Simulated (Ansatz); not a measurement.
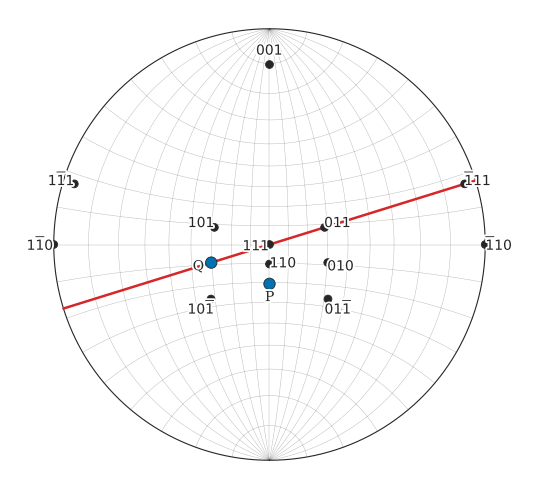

Crystal: SnO, the geometry relaxed with Ansatz, DFT PBE, scalar-relativistic, plane waves, PAW; the starting structure was generated, so it need not be a known form of this composition. Stereographic projection of plane normals (upper hemisphere) centred on (1 1 1). All values are computed from the atomic coordinates in the standard setting (tolerance 0.002 Å).

a = 3.360 Å, b = 3.360 Å, c = 9.216 Å, α = 90.00°, β = 90.00°, γ = 120.00°.

Index the poles marked P, Q.

P is (1 1 −1), in four indices (1 1 −2 −1), 20.7° from the centre; Q is (1 0 0), in four indices (1 0 −1 0), 31.6° from the centre.

Which zone does the coloured great circle trace?

The zone [0 1 −1]: its poles satisfy k − l = 0.

What is the angle between the normals of (1 0 1) and (0 1 0), and what are their d_hkl = 1/|g|?

61.5°; d = 2.775 Å and 2.910 Å.
